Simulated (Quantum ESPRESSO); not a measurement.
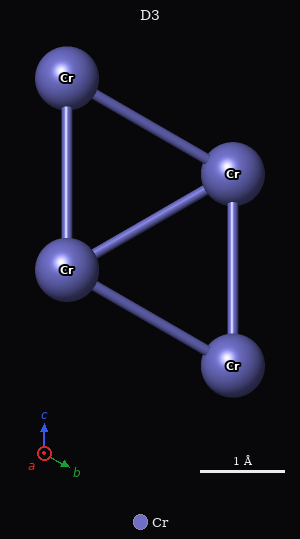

Crystalline Cr (set up in Im-3m), relaxed (cell and atoms) with several dispersion corrections. The picture shows the result with D3. Style: ball-and-stick. Shown: the cell of the calculation, along the a axis.

Computed with Quantum ESPRESSO 7.5: PBEsol, GBRV 1.5 PBEsol. Settings: plane-wave cutoff 612.3 eV; k-point mesh 12 × 12 × 12; occupations fermi-dirac; smearing width 0.05 eV; optimiser LBFGS; collinear spin.

```json
{"dispersion correction": "D3", "volume (Å³/atom)": "10.931", "a (Å)": "2.422"}
{"dispersion correction": "D3(BJ)", "volume (Å³/atom)": "10.924", "a (Å)": "2.421"}
{"dispersion correction": "none", "volume (Å³/atom)": "11.125", "a (Å)": "2.436"}
{"dispersion correction": "D4", "volume (Å³/atom)": "?", "a (Å)": "?"}
```

Q: Estimate the missing row from the others, and compare with the calculation.

A: With D4 the volume falls between D3 (10.931) and none (11.125). The calculation gives 10.990 Å³/atom (a = 2.426 Å). In order of volume: D3(BJ) < D3 < D4 < none; the spread is 1.8 %.
